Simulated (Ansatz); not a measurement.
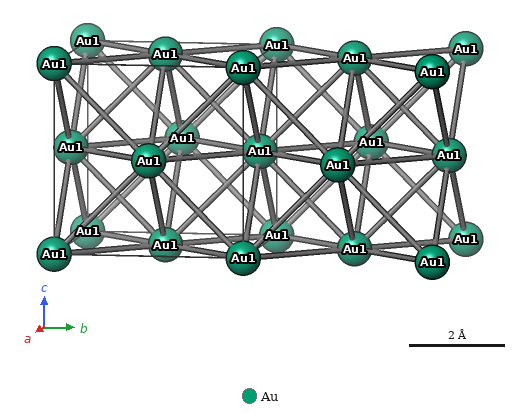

The input geometry (ball-and-stick view of the cell 4 times as large as that of the calculation, set on its symmetry axes, repeated 1 × 2 × 1, seen slightly off an axis; atoms are numbered from 1 in the order of the input).

Au: single-point calculation

Au (1 atom in the cell), computed with DFT PBEsol, spin-orbit coupling, plane waves, PAW (Ansatz 0.2.0).

The structure was built on a prototype by a generator; it need not be a known phase. Figures and captions count atoms from 1; the log counts them from 0 in places.

## Log
```
scf.n_extra_bands = 8 over 19 filled bands (N_el = 19.0): the run solves 27 bands
Engine: ansatz 0.2.0, aarch64-unknown-linux-gnu
Pseudopotentials: kind: paw_fr
Pseudopotential: Au, paw_fr, valence charge 19, recommended cutoff 420 eV (normal), Au.paw.azcp#standard-fr
Functional definition: PBEsol
  exchange = pbesol_x
  correlation = pbesol_c
non-collinear run that drives no moment, with spin-orbit: no starting moment large enough to seed its density (crystal.atoms[].spin), no starting occupations that ask for one, no magnetisation constraint and no magnetic field, so the semilocal B_xc is pinned to zero
Crystal: 1 atoms, lattice volume = 17.026 Å³
Basis set: ecut = 420 eV, 331 PW (Γ)
Bands: 27, of which v1, the nominal top of the filled ones, is band 19 counted from 1 (18 counted from 0)
Symmetry: 48 space group operations + 48 with time reversal
Magnetic group: BNS 225.117 (UNI 1619), of the structure as read, at distance tolerance 2.6e-5 Å
k-points: 195 of 5832
Projection manifold: j_resolved (fully-relativistic pseudo-atomic orbitals)
Non-local potential: Au, projectors of the file, l = 0: 3, l = 1: 4, l = 2: 4, l = 3: 2
PAW form: soft (Blöchl's): semilocal exchange-correlation on the pseudo side does not see the compensation charge
PAW frozen core: Au, regenerated for the run's functional, and the local potential with it (the file was generated under x = pbe(κ = 0.804, μ = 0.2195149727645171), c = pbe(β = 0.06672455060314922))
PAW one-centre angular grid: Au, 590 points (default); XC on 64 Gauss nodes
Initial density: superposition of atomic densities (chi_scale 0.1, normalization cell)
Initial wavefunctions: pseudopotential atomic-orbital guess
Functional: x = pbesol(κ = 0.804, μ = 0.12345679012345678), c = pbesol(β = 0.046)
SCF iter   1: F=—  HF=-13044.210660 eV  |F-HF|=—  |Δ(HF+E_count)|=         —  Δρ=7.70e-2  dr2=1.11e0  dr2_m=0.00e0 (ungated)  ethr=3.10e-3  |M|=0.00e0 ∫|m|=0.00e0 μB  |m|>n=0.0e0 m-floor=0.0e0 τ_xc=0.0e0  β_m=0.30  ⟨swp⟩=6.5  Hψ=24962  notcnv=0  defer=122
preconditioner: auto → none  [metal: Δε(μ)=0.072 eV  Ē_g=14.682 eV  σ=0.100 eV  W_gap=0.39  n_scr=8 (ndim 8)  ℏωp=29.8 eV  f_vac=0.000  D(μ)=0.46/eV (n_scr^D=0)  sad-step TF]
SCF iter   2: F=—  HF=-13044.017060 eV  |F-HF|=—  |Δ(HF+E_count)|=   1.94e-1  Δρ=5.13e-2  dr2=4.91e-1  dr2_m=0.00e0 (ungated)  ethr=3.10e-3  |M|=0.00e0 ∫|m|=0.00e0 μB  |m|>n=0.0e0 m-floor=0.0e0 τ_xc=0.0e0  β_m=0.58  ⟨swp⟩=2.0  Hψ=7866  notcnv=0  defer=386
SCF iter   3: F=—  HF=-13043.863027 eV  |F-HF|=—  |Δ(HF+E_count)|=   1.54e-1  Δρ=7.23e-3  dr2=3.66e-3  dr2_m=0.00e0 (ungated)  ethr=2.59e-3  |M|=0.00e0 ∫|m|=0.00e0 μB  |m|>n=0.0e0 m-floor=0.0e0 τ_xc=0.0e0  β_m=0.77  ⟨swp⟩=2.0  Hψ=8008  notcnv=0  defer=392
SCF iter   4: F=—  HF=-13043.865300 eV  |F-HF|=—  |Δ(HF+E_count)|=   2.27e-3  Δρ=3.31e-4  dr2=5.38e-6  dr2_m=0.00e0 (ungated)  ethr=1.92e-5  |M|=0.00e0 ∫|m|=0.00e0 μB  |m|>n=0.0e0 m-floor=0.0e0 τ_xc=0.0e0  β_m=0.88  ⟨swp⟩=2.0  Hψ=8594  notcnv=0  defer=391
SCF iter   5: F=—  HF=-13043.865310 eV  |F-HF|=—  |Δ(HF+E_count)|=   1.05e-5  Δρ=2.96e-4  dr2=1.30e-5  dr2_m=0.00e0 (ungated)  ethr=5.26e-10  |M|=0.00e0 ∫|m|=0.00e0 μB  |m|>n=0.0e0 m-floor=0.0e0 τ_xc=0.0e0  β_m=0.86  ⟨swp⟩=9.1  Hψ=26860  notcnv=0
SCF iter   6: F=-13043.865307 eV  HF=-13043.865307 eV  |F-HF|=1.48e-8  |Δ(HF+E_count)|=   3.79e-6  Δρ=1.49e-5  dr2=2.91e-8  dr2_m=0.00e0 (ungated)  ethr=5.26e-10  |M|=0.00e0 ∫|m|=0.00e0 μB  |m|>n=0.0e0 m-floor=0.0e0 τ_xc=0.0e0  ⟨swp⟩=2.1  Hψ=17283  notcnv=0
SCF 1 converged in 6 iterations: F = -13043.865307 eV  dr2 = 2.91e-8
  greatest PAW one-centre occupation: 1.001 electrons in one spin orbital (limit 2), on the Au atom at site 0 (counted from 0), in its partial waves of l = 0
NSCF: frozen V_eff on 6 k-points
SCF converged after 6 iterations
Magnetization: |M| = 0.0000 μB,  M = (+0.0000, +0.0000, +0.0000) μB
Absolute magnetization: 0.0000 μB (∫|m|)
  site 0: m = (+0.0000, +0.0000, +0.0000) μB, |m| = 0.0000 μB  (R = 1.19 Å)
Free energy (F): -13043.865307 eV
Harris-Foulkes:  -13043.865307 eV  (|F-HF|=1.48e-8)
Internal energy: -13043.863745 eV  (E = F + TS)
E sigma→0 (E₀):  -13043.864526 eV
Entropy (-TS):   -0.001562 eV (-1.562 meV/atom)
Fermi energy:    20.540897 eV
--- Per-component energies (eV) ---
  E_band       = -216.539638
  E_kinetic    = 604.452289
  E_local      = -1697.174359  (includes V_loc(G=0)·N_el)
  E_nonlocal   = 64.177802
  E_hartree    = 722.267951
  E_xc         = -226.937939
  E_vxc        = -275.077257  (∫ρ·V_xc dr)
  E_paw        = -9592.873575  (= ΣΔE_a)
  E_vpaw       = -357.464324  (= ΣTr[D̂ρ^β])
  E_aug_tail   = 0.001328  (compensation charges beyond the density's cutoff)
  E_ewald      = -2918.092210
  E_core_change = 0.314969  (= ΣΔE_core)
  E_smearing   = -0.001562  (= −TS)
  E_closure    = 0.000000  (closes the sum)
  Σ components = -13043.865307   (vs F -13043.865307, Δ=0.00e0)
--- Band table (eV; the first three rows and the last of 195) ---
  k-point 0: bands = ["-84.8392", "-84.8392", "-48.5533", "-48.5533", "-31.8727", "-31.8727", "-31.8727", "-31.8727", "10.5574", "10.5574", "15.1874", "15.1874", "15.1874", "15.1874", "16.3821", "16.3821", "17.6103", "17.6103", "17.6103", "17.6103", "34.9058", "34.9058", "38.0362", "38.0362", "39.1397", "39.1397", "39.1397"]
  k-point 1: bands = ["-84.8388", "-84.8388", "-48.5546", "-48.5546", "-31.8792", "-31.8792", "-31.8740", "-31.8740", "10.6652", "10.6652", "15.1879", "15.1879", "15.2049", "15.2049", "16.3974", "16.3974", "17.5754", "17.5754", "17.6156", "17.6156", "35.0349", "35.0349", "37.7405", "37.7405", "38.8536", "38.8536", "39.2680"]
  k-point 2: bands = ["-84.8378", "-84.8378", "-48.5584", "-48.5584", "-31.8980", "-31.8980", "-31.8779", "-31.8779", "10.9797", "10.9797", "15.1822", "15.1822", "15.2470", "15.2470", "16.4585", "16.4585", "17.4825", "17.4825", "17.6435", "17.6435", "35.3156", "35.3156", "36.5209", "36.5209", "38.9416", "38.9416", "39.6346"]
  k-point 194: bands = ["-84.8233", "-84.8233", "-48.6114", "-48.6114", "-32.0727", "-32.0727", "-32.0147", "-32.0147", "14.2772", "14.2772", "14.7509", "14.7509", "15.6431", "15.6431", "17.4066", "17.4066", "18.9604", "18.9604", "25.1900", "25.1900", "25.7368", "25.7368", "27.5399", "27.5399", "29.9652", "29.9652", "42.3499"]
```

The run was set up as follows.

## Input file
```yaml
crystal:
  lattice:
    - [0.0, 2.041861472, 2.041861472]
    - [2.041861472, 0.0, 2.041861472]
    - [2.041861472, 2.041861472, 0.0]
  atoms:
    - { symbol: Au, position: [0.0, 0.0, 0.0] }
basis:
  ecutwfc: 420
kpoints:
  mp_grid: { grid: [18, 18, 18] }
  band_path:
    path:
      - [0.0, 0.0, 0.0]
      - [0.5, 0.0, 0.5]
      - [0.625, 0.25, 0.625]
      - [0.375, 0.375, 0.75]
      - [0.5, 0.5, 0.5]
      - [0.5, 0.25, 0.75]
    npoints: 1
hamiltonian:
  xc: pbesol
scf:
  occupations: { method: gaussian, width: 0.1 }
  n_extra_bands: 8
output:
  eigenvalues: true
magnetization:
  noncollinear: true
  spin_orbit: true
```

Command:
```bash
ansatz run input.yaml --threads 1 --pin off --max-ram 2560MiB --backend cpu --events-out ev --progress --plain --runs-dir out
```

## Results in brief

```csv
quantity,value
outcome,converged
space group (tolerance 0.01 Å),Fm-3m (225)
electrons treated,19
free energy,−13043.8653 eV
Fermi energy,20.541 eV
gap on the k-point mesh,none (metallic)
net moment of the cell,0.00 μB
integrated absolute moment,0.00 μB
hardware,"1 thread of Arm Neoverse V2, 112 GiB of memory available, shared host"
wall time,20 s
peak memory,0.42 GiB
```
